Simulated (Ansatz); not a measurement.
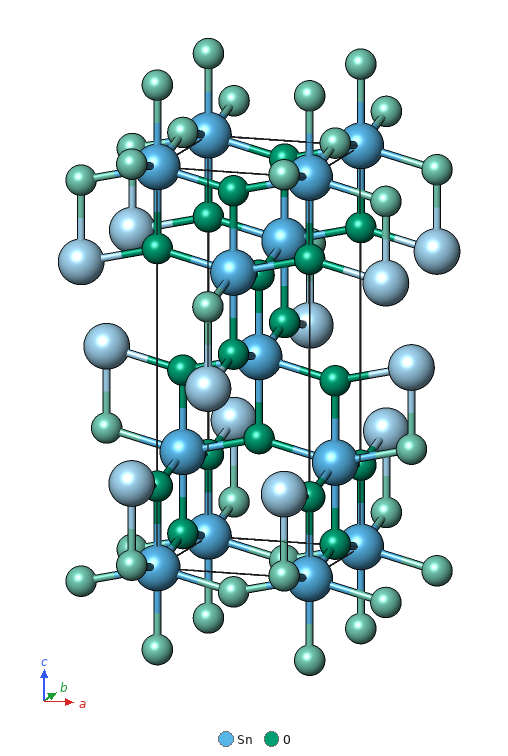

The image is a ball-and-stick drawing of a crystal, viewed slightly off an axis. Thin lines show the conventional unit cell, with boundary atoms drawn in all their periodic places. Neighbours across the faces are drawn wherever a bond reaches them, in fainter colours.

SnO2, anatase, space group I4_1/amd (No. 141), a = 3.999 Å, b = 3.999 Å, c = 10.203 Å, α = 90.00°, β = 90.00°, γ = 90.00°. The structure was taken from a structure type filled with these elements by a generator (whether the compound takes this form wasn't checked). Earlier steps of the study may have refined or changed the cell and positions. A calculation with Ansatz used it as input.

This one geometry was computed with Ansatz (DFT, plane waves, PAW) at six levels of theory: r2SCAN0, LDA, PBE0, PBE, dielectric-dependent PBE0 (fraction 1/eps_inf of PBE) and PBE with spin-orbit coupling. It was relaxed beforehand with r2SCAN.

Which level gives the highest pressure at this volume, and what does that say about its equilibrium volume?

Highest: PBE (6.8 GPa) and PBE with spin-orbit coupling (6.7 GPa), which points to the largest equilibrium volume. Lowest, with the smallest volume: r2SCAN0 (-5.2 GPa). Levels within 0.5 GPa of each other can't be told apart.

How does the band gap change with the level of theory?

LDA: a gap of 1.54 eV, indirect; PBE: a gap of 1.71 eV, indirect; PBE with spin-orbit coupling: a gap of 1.71 eV, indirect; dielectric-dependent PBE0 (fraction 1/eps_inf of PBE): a gap of 4.03 eV, indirect; PBE0: a gap of 4.11 eV, indirect; r2SCAN0: a gap of 4.54 eV, indirect.

Collect the results in a table.

| level | cutoff (eV) | k-mesh of the run's cell | gap (eV) | pressure (GPa) |
| --- | --- | --- | --- | --- |
| r2SCAN0 | 500 | 6×6×6 | 4.54 | -5.2 |
| LDA | 420 | 10×10×10 | 1.54 | -3.1 |
| PBE0 | 420 | 6×6×6 | 4.11 | -1.4 |
| PBE | 420 | 10×10×10 | 1.71 | 6.8 |
| dielectric-dependent PBE0 (fraction 1/eps_inf of PBE) | 420 | 6×6×6 | 4.03 | -1.1 |
| PBE with spin-orbit coupling | 420 | 10×10×10 | 1.71 | 6.7 |

Gaps are taken on the k-mesh or band path of each run.
